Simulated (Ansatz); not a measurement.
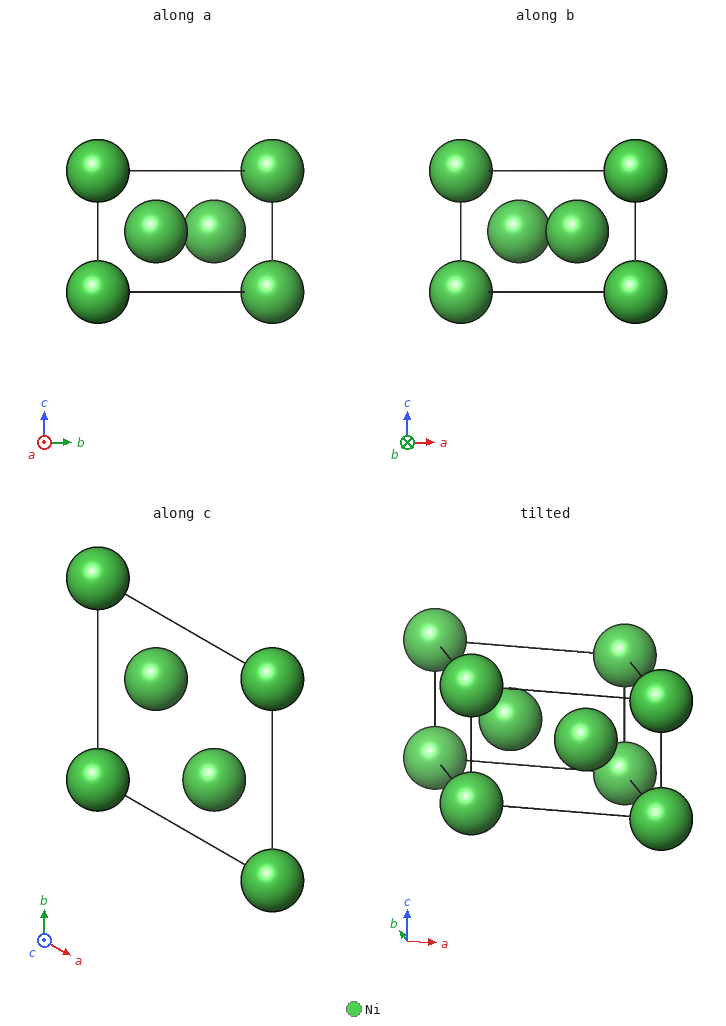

View along the a axis, along the b axis, along the c axis and slightly off an axis, drawn as a spheres-only model. The lines enclose the conventional unit cell; boundary atoms appear with their images.

Lattice parameters: a = 3.864 Å, b = 3.864 Å, c = 2.326 Å, α = 90.00°, β = 90.00°, γ = 120.00°.

Put the structure into a table of Wyckoff sites.

Answer. Space group P6/mmm (No. 191).
```
atom  site       x       y       z
  Ni    1a  0.0000  0.0000  0.0000
  Ni    2d  0.3333  0.6667  0.5000
```

The structure was taken from a structure type filled with this element by a generator (whether the element takes this form wasn't checked). Earlier steps of the study may have refined or changed the cell and positions. Ansatz was used for an electronic-structure calculation on it.

At this level of theory the cell isn't at rest (compressed, at 30 GPa), so its distances can differ from those at equilibrium, the more so the softer the solid.
